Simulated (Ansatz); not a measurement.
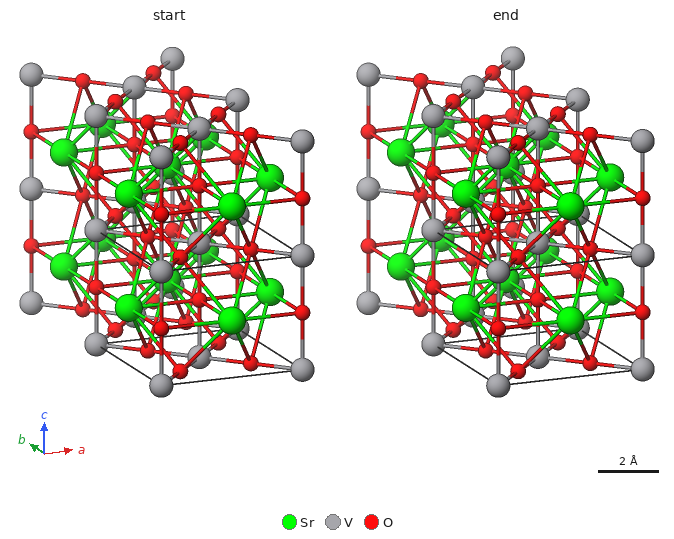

The structure of crystalline SrVO₃ (set up in Cmmm) before (left) and after (right) a relaxation, at one scale.

A ball-and-stick model of the conventional cell (2 times the calculation's cell), repeated 1 × 2 × 2 with one cell outlined, seen slightly off an axis. Lengths and directions refer to the drawn axes.

Case: film's bulk on the substrate's plane, third vector and atoms relaxed.

These are results of Ansatz 0.2.0, DFT PBEsol, scalar-relativistic, plane waves, PAW, not measurements. Settings: plane-wave cutoff 420 eV; k-point mesh 9 × 6 × 13; occupations gaussian; smearing width 0.1 eV; collinear spin; cell relaxed at fixed a, b, gamma; force threshold 0.01 eV/Å; at most 50 steps.

Q: What changed between the two?

A: The atoms keep their places relative to the cell (all moves are under 0.005 Å). The volume changes by +2.3 %, with a 5.130 → 5.247 Å (+2.3 %), b unchanged at 5.614 Å, c unchanged at 3.970 Å. Among the contacts that change: O–Sr 2.565 → 2.623 Å, Sr–V 3.243 → 3.290 Å, O–V 1.901 → 1.920 Å, O–Sr 2.749 → 2.762 Å. The space group stays Cmmm (No. 65). Over 3 accepted moves (5 points after the start) the energy falls by 6.5 meV per atom. All forces vanish by symmetry, so only the cell relaxes. The pressure goes from −5.25 to −9.38 GPa. At 2 points the geometry stayed and the basis and grid were re-selected for the new cell (energy shift of 1.4 meV per atom at most each time). The program noted that the starting moments weren't kept.
